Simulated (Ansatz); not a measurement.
## Run report: OF₂, geometry relaxation (part 1 of 5)

- system: OF₂ (P1, 6 atoms in the cell)
- method: DFT, PBEsol, plane waves, PAW, no spin polarisation (Ansatz 0.2.0)

The structure was built on a prototype by a generator.

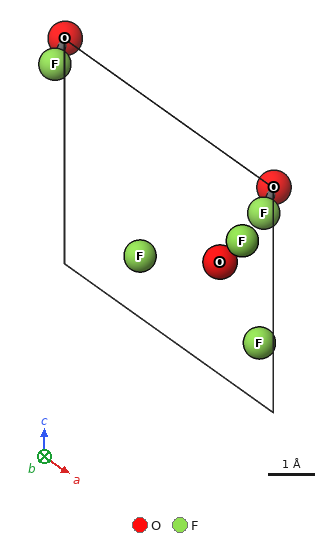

Figure 1. The input geometry (ball-and-stick view of the cell of the calculation, along the b axis).

Input
```yaml
crystal:
  lattice:
    - [-2.8154816116, 2.7638570565, 3.9942548921]
    - [2.7061334046, -2.8473721206, 3.976170475]
    - [2.8663685548, 2.8982590637, -4.0527193715]
  atoms:
    - { symbol: O, position: [0.0035508065, 0.0157584228, 0.0047718285] }
    - { symbol: O, position: [0.7452993295, 0.2425980651, 0.5010404134] }
    - { symbol: F, position: [0.3621571515, 0.1205917205, 0.2741423815] }
    - { symbol: F, position: [0.9543088824, 0.7240255452, 0.8571686475] }
    - { symbol: F, position: [0.9336612325, 0.1017897108, 0.2660853359] }
    - { symbol: F, position: [0.8521560862, 0.0922136754, 0.6661579292] }
kpoints:
  mp_grid: { grid: [4, 4, 4] }
hamiltonian:
  xc: pbesol
scf:
  occupations: { method: fermi_dirac, width: 0.05 }
relax:
  f_tol: 0.01
  cell: {}
  max_steps: 120
output:
  write_density: true
  write_potential: true
  elf: true
  volumetric_format: npy
```

Run on 2 threads of Arm Neoverse V2, 24 GiB of memory available, shared host.

Command:
```bash
ansatz run input.yaml --threads 2 --pin off --max-ram 2211MiB --backend cpu --events-out ev --progress --plain --runs-dir out
```

The program's output
```
Engine: ansatz 0.2.0, aarch64-unknown-linux-gnu
Pseudopotentials: kind: paw
Pseudopotential: O, paw, valence charge 6, recommended cutoff 420 eV (normal), O.paw.azcp
Pseudopotential: F, paw, valence charge 7, recommended cutoff 420 eV (normal), F.paw.azcp
Functional definition: PBEsol
  exchange = pbesol_x
  correlation = pbesol_c
Crystal: 6 atoms, lattice volume = 125.695 Å³
Basis set: ecut = 420 eV, 2475 PW (Γ), exchange–correlation on 80×80×80 points (8 copies of the dense FFT grid, shifted against one another)
Bands: 26, of which v1, the nominal top of the filled ones, is band 20 counted from 1 (19 counted from 0)
Symmetry: 1 space group operations
Space group: P1 (ITA 1), of the structure as read, at distance tolerance 5.0e-5 Å
k-points: 36 of 64 (time reversal used)
Non-local potential: O, projectors of the file, l = 0: 2, l = 1: 2, l = 2: 1
Non-local potential: F, projectors of the file, l = 0: 2, l = 1: 2, l = 2: 1
PAW form: soft (Blöchl's): semilocal exchange-correlation on the pseudo side does not see the compensation charge
PAW frozen core: O, regenerated for the run's functional, and the local potential with it (the file was generated under x = pbe(κ = 0.804, μ = 0.2195149727645171), c = pbe(β = 0.06672455060314922))
PAW frozen core: F, regenerated for the run's functional, and the local potential with it (the file was generated under x = pbe(κ = 0.804, μ = 0.2195149727645171), c = pbe(β = 0.06672455060314922))
PAW one-centre angular grid: O, 110 points (default); XC on 64 Gauss nodes
PAW one-centre angular grid: F, 110 points (default); XC on 64 Gauss nodes
Initial density: superposition of atomic densities (neutral atoms: chi_scale 0, normalization atom), corrected by the library's trained network
Initial wavefunctions: pseudopotential atomic-orbital guess
Functional: x = pbesol(κ = 0.804, μ = 0.12345679012345678), c = pbesol(β = 0.046)
SCF iter   1: F=—  HF=-4305.202488 eV  |F-HF|=—  |Δ(HF+E_count)|=         —  Δρ=1.81e-2  dr2=3.78e-1  ethr=1.77e-3  ⟨swp⟩=5.5  Hψ=3960  notcnv=0
preconditioner: auto → Resta (q_TF=auto, 2.254 Å⁻¹)  ε∞=3.1  [insulator: Δε(μ)=1.295 eV  Ē_g=14.303 eV  σ=0.050 eV  W_gap=1.00  n_scr=22 (ndim 8)  ℏωp=20.9 eV  f_vac=0.512  D(μ)=0.00/eV (n_scr^D=0)  ε∞_Penn≈3.1]
SCF iter   2: F=—  HF=-4305.304900 eV  |F-HF|=—  |Δ(HF+E_count)|=   1.02e-1  Δρ=3.98e-2  dr2=2.18e0  ethr=9.45e-4  ⟨swp⟩=3.0  Hψ=2119  notcnv=0  defer=33  recentre
SCF iter   3: F=—  HF=-4305.166856 eV  |F-HF|=—  |Δ(HF+E_count)|=   1.38e-1  Δρ=1.10e-2  dr2=1.41e-1  ethr=9.45e-4  ⟨swp⟩=3.1  Hψ=1653  notcnv=0  defer=33
SCF iter   4: F=—  HF=-4305.149940 eV  |F-HF|=—  |Δ(HF+E_count)|=   1.69e-2  Δρ=3.65e-3  dr2=6.80e-3  ethr=3.52e-4  ⟨swp⟩=2.0  Hψ=1407  notcnv=0  defer=33
SCF iter   5: F=—  HF=-4305.149160 eV  |F-HF|=—  |Δ(HF+E_count)|=   7.80e-4  Δρ=1.34e-3  dr2=1.87e-3  ethr=1.70e-5  ⟨swp⟩=3.0  Hψ=1802  notcnv=0  defer=33
SCF iter   6: F=—  HF=-4305.149080 eV  |F-HF|=—  |Δ(HF+E_count)|=   8.07e-5  Δρ=4.93e-4  dr2=3.06e-4  ethr=4.68e-6  ⟨swp⟩=2.0  Hψ=1292  notcnv=0  defer=33
SCF iter   7: F=—  HF=-4305.149083 eV  |F-HF|=—  |Δ(HF+E_count)|=   3.49e-6  Δρ=2.81e-4  dr2=1.28e-4  ethr=7.64e-7  ⟨swp⟩=3.0  Hψ=1442  notcnv=0  defer=33
SCF iter   8: F=—  HF=-4305.149075 eV  |F-HF|=—  |Δ(HF+E_count)|=   8.36e-6  Δρ=9.04e-5  dr2=1.11e-5  ethr=3.21e-7  ⟨swp⟩=2.2  Hψ=1066  notcnv=0  defer=33
SCF iter   9: F=—  HF=-4305.149042 eV  |F-HF|=—  |Δ(HF+E_count)|=   3.26e-5  Δρ=5.26e-5  dr2=2.66e-6  ethr=2.77e-8  ⟨swp⟩=2.7  Hψ=1566  notcnv=0  defer=33
SCF iter  10: F=—  HF=-4305.149041 eV  |F-HF|=—  |Δ(HF+E_count)|=   1.42e-6  Δρ=2.70e-5  dr2=8.04e-7  ethr=6.65e-9  ⟨swp⟩=2.8  Hψ=1478  notcnv=0  defer=33
SCF iter  11: F=-4305.149040 eV  HF=-4305.149040 eV  |F-HF|=2.34e-7  |Δ(HF+E_count)|=   4.93e-7  Δρ=7.92e-6  dr2=6.97e-8  ethr=2.50e-10  ⟨swp⟩=6.0  Hψ=5263  notcnv=0
SCF 1 converged in 11 iterations: F = -4305.149040 eV  dr2 = 6.97e-8
  greatest PAW one-centre occupation: 0.949 electrons in one spin orbital (limit 2), on the F atom at site 2 (counted from 0), in its partial waves of l = 0
relax step   1: F+E_penalty+E_count = -4305.14904007 eV  Δ(F+E_penalty+E_count) = +0.000e0 eV  max|allowed force component| = 2.764e0 eV/Å  Δτ_max = 0.0000 Å  P = +4.514 GPa  Ω = 125.695 Å³  (11 SCF iters, dr2 threshold 1.00e-7 eV, accepted)
Crystal: 6 atoms, lattice volume = 138.868 Å³
Basis set: ecut = 420 eV, 2725 PW (Γ), exchange–correlation on 80×80×80 points (8 copies of the dense FFT grid, shifted against one another)
Initial density: handed on by an earlier stage of this run
Initial wavefunctions: those handed on with the density
SCF iter   1: F=—  HF=-4306.086270 eV  |F-HF|=—  |Δ(HF+E_count)|=         —  Δρ=6.01e-2  dr2=1.66e0  ethr=3.10e-3  ⟨swp⟩=4.9  Hψ=3648  notcnv=0
preconditioner: auto → Resta (q_TF=auto, 2.217 Å⁻¹)  ε∞=3.0  [insulator: Δε(μ)=1.062 eV  Ē_g=14.169 eV  σ=0.050 eV  W_gap=1.00  n_scr=26 (ndim 8)  ℏωp=19.9 eV  f_vac=0.540  D(μ)=0.00/eV (n_scr^D=0)  ε∞_Penn≈3.0  vacuum switching on, ρ_ref=1.5e-2 e/Å³]
SCF iter   2: F=—  HF=-4306.392859 eV  |F-HF|=—  |Δ(HF+E_count)|=   3.07e-1  Δρ=6.52e-2  dr2=5.41e0  ethr=3.10e-3  ⟨swp⟩=3.0  Hψ=2011  notcnv=0  defer=32  recentre
SCF iter   3: F=—  HF=-4305.979927 eV  |F-HF|=—  |Δ(HF+E_count)|=   4.13e-1  Δρ=3.95e-2  dr2=9.12e-1  ethr=3.10e-3  ⟨swp⟩=2.8  Hψ=1616  notcnv=0  defer=33
SCF iter   4: F=—  HF=-4305.905796 eV  |F-HF|=—  |Δ(HF+E_count)|=   7.41e-2  Δρ=1.47e-2  dr2=6.46e-2  ethr=2.28e-3  ⟨swp⟩=2.0  Hψ=1275  notcnv=0  defer=34
SCF iter   5: F=—  HF=-4305.903826 eV  |F-HF|=—  |Δ(HF+E_count)|=   1.97e-3  Δρ=3.08e-3  dr2=4.13e-3  ethr=1.61e-4  ⟨swp⟩=2.9  Hψ=1754  notcnv=0  defer=36
SCF iter   6: F=—  HF=-4305.903683 eV  |F-HF|=—  |Δ(HF+E_count)|=   1.43e-4  Δρ=1.58e-3  dr2=1.00e-3  ethr=1.03e-5  ⟨swp⟩=1.1  Hψ=905  notcnv=0  defer=36
SCF iter   7: F=—  HF=-4305.903737 eV  |F-HF|=—  |Δ(HF+E_count)|=   5.36e-5  Δρ=3.46e-4  dr2=7.44e-5  ethr=2.50e-6  ⟨swp⟩=2.6  Hψ=1536  notcnv=0  defer=36
SCF iter   8: F=—  HF=-4305.903728 eV  |F-HF|=—  |Δ(HF+E_count)|=   9.06e-6  Δρ=1.54e-4  dr2=1.69e-5  ethr=1.86e-7  ⟨swp⟩=2.9  Hψ=1668  notcnv=0  defer=36
SCF iter   9: F=—  HF=-4305.903732 eV  |F-HF|=—  |Δ(HF+E_count)|=   4.23e-6  Δρ=6.00e-5  dr2=2.31e-6  ethr=4.22e-8  ⟨swp⟩=3.0  Hψ=1645  notcnv=0  defer=36
SCF iter  10: F=-4305.903733 eV  HF=-4305.903733 eV  |F-HF|=9.64e-8  |Δ(HF+E_count)|=   9.17e-7  Δρ=2.38e-5  dr2=4.94e-7  ethr=1.50e-9  ⟨swp⟩=8.0  Hψ=5756  notcnv=0
SCF 2 converged in 10 iterations: F = -4305.903733 eV  dr2 = 4.94e-7
[... from here on the iterations of each SCF are left out, up to the last one ...]
relax step   2: F+E_penalty+E_count = -4305.90373279 eV  Δ(F+E_penalty+E_count) = -7.547e-1 eV  max|allowed force component| = 2.173e0 eV/Å  Δτ_max = 0.1777 Å  P = -0.294 GPa  Ω = 138.868 Å³  energy of the carried Pulay correction = -5.504e-2 eV  (10 SCF iters, dr2 threshold 6.00e-7 eV, accepted)
[... from here on the SCF iterations and repeated set-up lines of each step are left out, up to the last step ...]
SCF 3 converged in 10 iterations: F = -4306.247770 eV  dr2 = 3.20e-7
relax step   3: F+E_penalty+E_count = -4306.24776976 eV  Δ(F+E_penalty+E_count) = -3.440e-1 eV  max|allowed force component| = 1.315e0 eV/Å  Δτ_max = 0.1194 Å  P = -0.488 GPa  Ω = 142.515 Å³  energy of the carried Pulay correction = -6.933e-2 eV  (10 SCF iters, dr2 threshold 6.00e-7 eV, accepted)
SCF 4 converged in 9 iterations: F = -4306.479450 eV  dr2 = 2.42e-7
relax step   4: F+E_penalty+E_count = -4306.47945018 eV  Δ(F+E_penalty+E_count) = -2.317e-1 eV  max|allowed force component| = 1.741e0 eV/Å  Δτ_max = 0.1627 Å  P = +0.891 GPa  Ω = 144.414 Å³  energy of the carried Pulay correction = -7.661e-2 eV  (9 SCF iters, dr2 threshold 6.00e-7 eV, accepted)
SCF 5 converged in 9 iterations: F = -4306.768029 eV  dr2 = 2.60e-8
relax step   5: F+E_penalty+E_count = -4306.76802853 eV  Δ(F+E_penalty+E_count) = -2.886e-1 eV  max|allowed force component| = 8.101e-1 eV/Å  Δτ_max = 0.2000 Å  P = +1.205 GPa  Ω = 144.488 Å³  energy of the carried Pulay correction = -7.690e-2 eV  (9 SCF iters, dr2 threshold 6.00e-7 eV, accepted)
SCF 6 converged in 8 iterations: F = -4306.871363 eV  dr2 = 4.44e-7
relax step   6: F+E_penalty+E_count = -4306.87136256 eV  Δ(F+E_penalty+E_count) = -1.033e-1 eV  max|allowed force component| = 3.041e-1 eV/Å  Δτ_max = 0.2000 Å  P = -0.342 GPa  Ω = 146.932 Å³  energy of the carried Pulay correction = -8.612e-2 eV  (8 SCF iters, dr2 threshold 6.00e-7 eV, accepted)
SCF 7 converged in 9 iterations: F = -4306.883414 eV  dr2 = 7.75e-8
relax step   7: F+E_penalty+E_count = -4306.88341390 eV  Δ(F+E_penalty+E_count) = -1.205e-2 eV  max|allowed force component| = 1.047e0 eV/Å  Δτ_max = 0.1962 Å  P = -2.579 GPa  Ω = 146.992 Å³  energy of the carried Pulay correction = -8.635e-2 eV  (9 SCF iters, dr2 threshold 6.00e-7 eV, accepted)
SCF 8 converged in 9 iterations: F = -4307.062756 eV  dr2 = 5.76e-8
relax step   8: F+E_penalty+E_count = -4307.06275606 eV  Δ(F+E_penalty+E_count) = -1.793e-1 eV  max|allowed force component| = 7.092e-1 eV/Å  Δτ_max = 0.2000 Å  P = -1.202 GPa  Ω = 139.848 Å³  energy of the carried Pulay correction = -5.892e-2 eV  (9 SCF iters, dr2 threshold 6.00e-7 eV, accepted)
SCF 9 converged in 9 iterations: F = -4307.168526 eV  dr2 = 5.07e-8
relax step   9: F+E_penalty+E_count = -4307.16852553 eV  Δ(F+E_penalty+E_count) = -1.058e-1 eV  max|allowed force component| = 2.430e-1 eV/Å  Δτ_max = 0.2000 Å  P = -0.430 GPa  Ω = 136.547 Å³  energy of the carried Pulay correction = -4.574e-2 eV  (9 SCF iters, dr2 threshold 6.00e-7 eV, accepted)
SCF 10 converged in 8 iterations: F = -4307.228496 eV  dr2 = 1.45e-7
relax step  10: F+E_penalty+E_count = -4307.22849623 eV  Δ(F+E_penalty+E_count) = -5.997e-2 eV  max|allowed force component| = 1.737e-1 eV/Å  Δτ_max = 0.1694 Å  P = +0.002 GPa  Ω = 132.833 Å³  energy of the carried Pulay correction = -3.052e-2 eV  (8 SCF iters, dr2 threshold 6.00e-7 eV, accepted)
SCF 11 converged in 8 iterations: F = -4307.248318 eV  dr2 = 2.08e-7
relax step  11: F+E_penalty+E_count = -4307.24831825 eV  Δ(F+E_penalty+E_count) = -1.982e-2 eV  max|allowed force component| = 1.326e-1 eV/Å  Δτ_max = 0.1664 Å  P = +0.109 GPa  Ω = 132.313 Å³  energy of the carried Pulay correction = -2.835e-2 eV  (8 SCF iters, dr2 threshold 6.00e-7 eV, accepted)
SCF 12 converged in 9 iterations: F = -4306.812779 eV  dr2 = 1.16e-7
relax step  12: F+E_penalty+E_count = -4306.81277893 eV  Δ(F+E_penalty+E_count) = +4.355e-1 eV  max|allowed force component| = 2.618e0 eV/Å  Δτ_max = 0.1980 Å  P = -5.425 GPa  Ω = 132.013 Å³  energy of the carried Pulay correction = -2.710e-2 eV  (9 SCF iters, dr2 threshold 6.00e-7 eV, rejected (line search))
SCF 13 converged in 12 iterations: F = -4307.255853 eV  dr2 = 4.88e-11
relax step  13: F+E_penalty+E_count = -4307.25585335 eV  Δ(F+E_penalty+E_count) = -7.535e-3 eV  max|allowed force component| = 6.180e-2 eV/Å  Δτ_max = 0.0990 Å  P = -0.093 GPa  Ω = 131.959 Å³  energy of the carried Pulay correction = -2.687e-2 eV  (12 SCF iters, accepted)
SCF 14 converged in 8 iterations: F = -4307.261452 eV  dr2 = 5.52e-8
relax step  14: F+E_penalty+E_count = -4307.26145166 eV  Δ(F+E_penalty+E_count) = -5.598e-3 eV  max|allowed force component| = 3.910e-2 eV/Å  Δτ_max = 0.0548 Å  P = +0.083 GPa  Ω = 131.160 Å³  energy of the carried Pulay correction = -2.352e-2 eV  (8 SCF iters, dr2 threshold 2.39e-7 eV, accepted)
SCF 15 converged in 6 iterations: F = -4307.260803 eV  dr2 = 9.03e-8
relax step  15: F+E_penalty+E_count = -4307.26080294 eV  Δ(F+E_penalty+E_count) = +6.487e-4 eV  max|allowed force component| = 4.124e-2 eV/Å  Δτ_max = 0.0119 Å  P = +0.073 GPa  Ω = 131.388 Å³  energy of the carried Pulay correction = -2.448e-2 eV  (6 SCF iters, dr2 threshold 9.56e-8 eV, accepted)
SCF 16 converged in 10 iterations: F = -4307.233433 eV  dr2 = 6.26e-9
relax step  16: F+E_penalty+E_count = -4307.23343312 eV  Δ(F+E_penalty+E_count) = +2.737e-2 eV  max|allowed force component| = 7.945e-1 eV/Å  Δτ_max = 0.1861 Å  P = -1.285 GPa  Ω = 132.217 Å³  energy of the carried Pulay correction = -2.795e-2 eV  (10 SCF iters, dr2 threshold 1.06e-7 eV, rejected (line search))
SCF 17 converged in 13 iterations: F = -4307.261804 eV  dr2 = 1.16e-12
relax step  17: F+E_penalty+E_count = -4307.26180412 eV  Δ(F+E_penalty+E_count) = -1.001e-3 eV  max|allowed force component| = 2.966e-2 eV/Å  Δτ_max = 0.0538 Å  P = +0.041 GPa  Ω = 131.421 Å³  energy of the carried Pulay correction = -2.462e-2 eV  (13 SCF iters, accepted)
SCF 18 converged in 8 iterations: F = -4307.261283 eV  dr2 = 5.48e-8
relax step  18: F+E_penalty+E_count = -4307.26128316 eV  Δ(F+E_penalty+E_count) = +5.210e-4 eV  max|allowed force component| = 2.773e-1 eV/Å  Δτ_max = 0.0975 Å  P = -0.456 GPa  Ω = 131.297 Å³  energy of the carried Pulay correction = -2.410e-2 eV  (8 SCF iters, dr2 threshold 5.50e-8 eV, rejected (line search))
SCF 19 converged in 11 iterations: F = -4307.263234 eV  dr2 = 1.74e-11
relax step  19: F+E_penalty+E_count = -4307.26323368 eV  Δ(F+E_penalty+E_count) = -1.430e-3 eV  max|allowed force component| = 1.698e-2 eV/Å  Δτ_max = 0.0370 Å  P = -0.003 GPa  Ω = 131.299 Å³  energy of the carried Pulay correction = -2.410e-2 eV  (11 SCF iters, accepted)
SCF 20 converged in 8 iterations: F = -4307.263690 eV  dr2 = 6.45e-9
relax step  20: F+E_penalty+E_count = -4307.26369014 eV  Δ(F+E_penalty+E_count) = -4.565e-4 eV  max|allowed force component| = 4.444e-2 eV/Å  Δτ_max = 0.0362 Å  P = -0.121 GPa  Ω = 131.347 Å³  energy of the carried Pulay correction = -2.430e-2 eV  (8 SCF iters, dr2 threshold 1.80e-8 eV, accepted)
SCF 21 converged in 8 iterations: F = -4307.264675 eV  dr2 = 2.44e-8
relax step  21: F+E_penalty+E_count = -4307.26467511 eV  Δ(F+E_penalty+E_count) = -9.850e-4 eV  max|allowed force component| = 1.908e-1 eV/Å  Δτ_max = 0.0734 Å  P = -0.396 GPa  Ω = 131.147 Å³  energy of the carried Pulay correction = -2.346e-2 eV  (8 SCF iters, dr2 threshold 1.41e-7 eV, accepted)
SCF 22 converged in 7 iterations: F = -4307.267662 eV  dr2 = 3.19e-8
relax step  22: F+E_penalty+E_count = -4307.26766159 eV  Δ(F+E_penalty+E_count) = -2.986e-3 eV  max|allowed force component| = 1.439e-1 eV/Å  Δτ_max = 0.0176 Å  P = -0.282 GPa  Ω = 130.740 Å³  energy of the carried Pulay correction = -2.174e-2 eV  (7 SCF iters, dr2 threshold 6.00e-7 eV, accepted)
SCF 23 converged in 8 iterations: F = -4307.277554 eV  dr2 = 4.89e-8
relax step  23: F+E_penalty+E_count = -4307.27755377 eV  Δ(F+E_penalty+E_count) = -9.892e-3 eV  max|allowed force component| = 1.254e-1 eV/Å  Δτ_max = 0.1183 Å  P = -0.173 GPa  Ω = 129.277 Å³  energy of the carried Pulay correction = -1.553e-2 eV  (8 SCF iters, dr2 threshold 6.00e-7 eV, accepted)
SCF 24 converged in 7 iterations: F = -4307.281988 eV  dr2 = 5.66e-7
relax step  24: F+E_penalty+E_count = -4307.28198847 eV  Δ(F+E_penalty+E_count) = -4.435e-3 eV  max|allowed force component| = 1.724e-1 eV/Å  Δτ_max = 0.0891 Å  P = +0.178 GPa  Ω = 128.513 Å³  energy of the carried Pulay correction = -1.225e-2 eV  (7 SCF iters, dr2 threshold 6.00e-7 eV, accepted)
SCF 25 converged in 8 iterations: F = -4307.280171 eV  dr2 = 8.16e-8
relax step  25: F+E_penalty+E_count = -4307.28017069 eV  Δ(F+E_penalty+E_count) = +1.818e-3 eV  max|allowed force component| = 3.635e-1 eV/Å  Δτ_max = 0.1000 Å  P = -0.453 GPa  Ω = 128.297 Å³  energy of the carried Pulay correction = -1.133e-2 eV  (8 SCF iters, dr2 threshold 6.00e-7 eV, rejected (line search))
SCF 26 converged in 12 iterations: F = -4307.278755 eV  dr2 = 3.26e-11
relax step  26: F+E_penalty+E_count = -4307.27875508 eV  Δ(F+E_penalty+E_count) = +3.233e-3 eV  max|allowed force component| = 1.259e-1 eV/Å  Δτ_max = 0.0481 Å  P = -0.145 GPa  Ω = 129.729 Å³  energy of the carried Pulay correction = -1.746e-2 eV  (12 SCF iters, accepted)
SCF 27 converged in 7 iterations: F = -4307.284589 eV  dr2 = 3.23e-7
relax step  27: F+E_penalty+E_count = -4307.28458872 eV  Δ(F+E_penalty+E_count) = -5.834e-3 eV  max|allowed force component| = 4.522e-2 eV/Å  Δτ_max = 0.0868 Å  P = -0.028 GPa  Ω = 129.160 Å³  energy of the carried Pulay correction = -1.503e-2 eV  (7 SCF iters, dr2 threshold 6.00e-7 eV, accepted)
SCF 28 converged in 10 iterations: F = -4307.276671 eV  dr2 = 1.62e-8
relax step  28: F+E_penalty+E_count = -4307.27667073 eV  Δ(F+E_penalty+E_count) = +7.918e-3 eV  max|allowed force component| = 3.875e-1 eV/Å  Δτ_max = 0.1471 Å  P = -0.664 GPa  Ω = 128.878 Å³  energy of the carried Pulay correction = -1.382e-2 eV  (10 SCF iters, dr2 threshold 1.28e-7 eV, rejected (line search))
SCF 29 converged in 11 iterations: F = -4307.285520 eV  dr2 = 3.78e-11
relax step  29: F+E_penalty+E_count = -4307.28552027 eV  Δ(F+E_penalty+E_count) = -9.316e-4 eV  max|allowed force component| = 5.916e-3 eV/Å  Δτ_max = 0.0453 Å  P = +0.008 GPa  Ω = 129.209 Å³  energy of the carried Pulay correction = -1.524e-2 eV  (11 SCF iters, accepted)
SCF 30 converged in 11 iterations: F = -4307.285849 eV  dr2 = 1.55e-11
relax step  30: F+E_penalty+E_count = -4307.28584912 eV  Δ(F+E_penalty+E_count) = -3.288e-4 eV  max|allowed force component| = 2.565e-2 eV/Å  Δτ_max = 0.0319 Å  P = -0.028 GPa  Ω = 129.199 Å³  energy of the carried Pulay correction = -1.520e-2 eV  (11 SCF iters, accepted)
SCF 31 converged in 6 iterations: F = -4307.286183 eV  dr2 = 4.06e-8
relax step  31: F+E_penalty+E_count = -4307.28618269 eV  Δ(F+E_penalty+E_count) = -3.336e-4 eV  max|allowed force component| = 1.591e-2 eV/Å  Δτ_max = 0.0064 Å  P = +0.000 GPa  Ω = 129.143 Å³  energy of the carried Pulay correction = -1.496e-2 eV  (6 SCF iters, dr2 threshold 4.11e-8 eV, accepted)
SCF 32 converged in 8 iterations: F = -4307.286335 eV  dr2 = 8.56e-10
```
